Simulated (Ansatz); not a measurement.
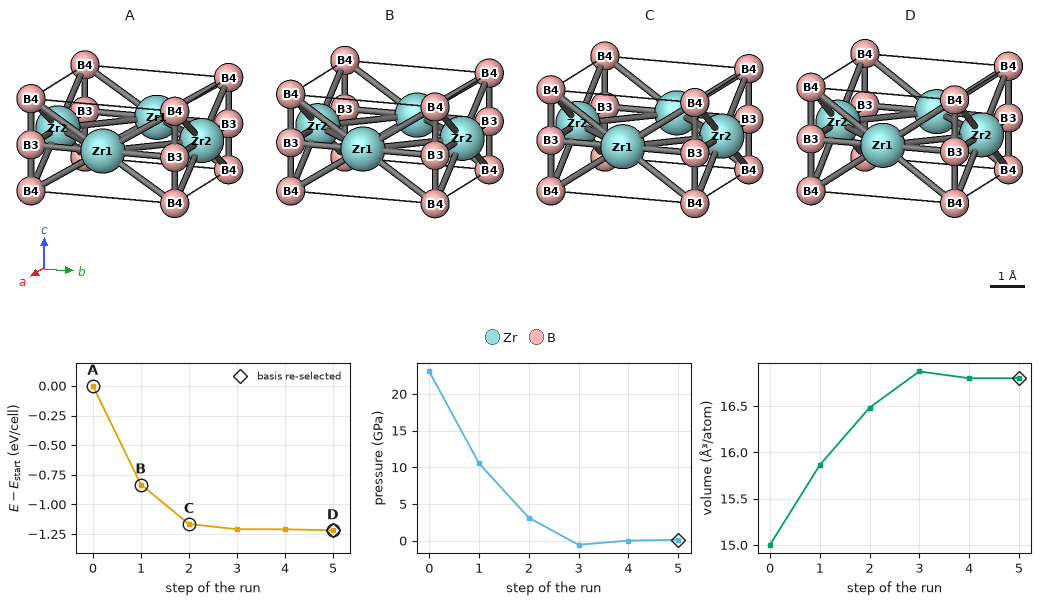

Frames of a relaxation of solid ZrB (a generated structure, set up in P4/mmm) (coarse preliminary run), marked on the history of the run. A ball-and-stick model of the cell of the calculation, seen slightly off an axis.

All numbers below come from Ansatz, DFT PBE, scalar-relativistic, plane waves, PAW.

The input:
```yaml
crystal:
  lattice:
    - [4.59853803, 0.0, 0.0]
    - [0.0, 4.59853803, 0.0]
    - [0.0, 0.0, 2.83786327]
  atoms:
    - { symbol: Zr, position: [0.0, 0.5, 0.5] }
    - { symbol: Zr, position: [0.5, 0.0, 0.5] }
    - { symbol: B, position: [0.0, 0.0, 0.5] }
    - { symbol: B, position: [0.0, 0.0, 0.0] }
basis:
  ecutwfc: 420
kpoints:
  mp_grid: { grid: [4, 4, 6] }
hamiltonian:
  xc: pbe
scf:
  occupations: { method: gaussian, width: 0.1 }
  lower_state_search: "off"
output:
  forces: true
  stress: true
  eigenvalues: true
relax:
  adjacent_minimum: "off"
  f_tol: 0.04
  max_steps: 70
  cell: { stress_tol: 0.4 }
```

Launched with:
```bash
ansatz run input.yaml --threads 1 --pin off --max-ram 2560MiB --backend cpu --events-out ev --progress --plain --runs-dir out
```

Question: What happens along the run?

Answer: After 4 accepted moves (5 points after the start) the energy has fallen by 1.218 eV per cell of the calculation. All forces vanish by symmetry, so only the cell relaxes. The pressure goes from 23.07 to 0.15 GPa. At 1 point the geometry stayed and the basis and grid were re-selected for the new cell (energy shift of 8.8 meV per cell of the calculation at most each time). No atom moves by more than 0.005 Å relative to the cell. Cell: a = b 4.599 → 4.592 Å (−0.1 %), c 2.838 → 3.187 Å (+12.3 %). Volume +12.0 %. Among the contacts that change: Zr1–Zr1 2.838 → 3.187 Å, B3–B4 1.419 → 1.594 Å, Zr1–B4 2.702 → 2.795 Å, Zr1–Zr2 3.252 → 3.247 Å. The space group stays P4/mmm (No. 123). The run took 12 s on 1 thread of Arm Neoverse V1, on a shared host, peak memory 0.33 GiB. From step 0 to 1: volume +5.7 %, energy −0.832 eV per cell of the calculation. From step 1 to 2: volume +3.9 %, energy −0.333 eV per cell of the calculation. From step 2 to 5: volume +1.9 %, energy −53.7 meV per cell of the calculation.
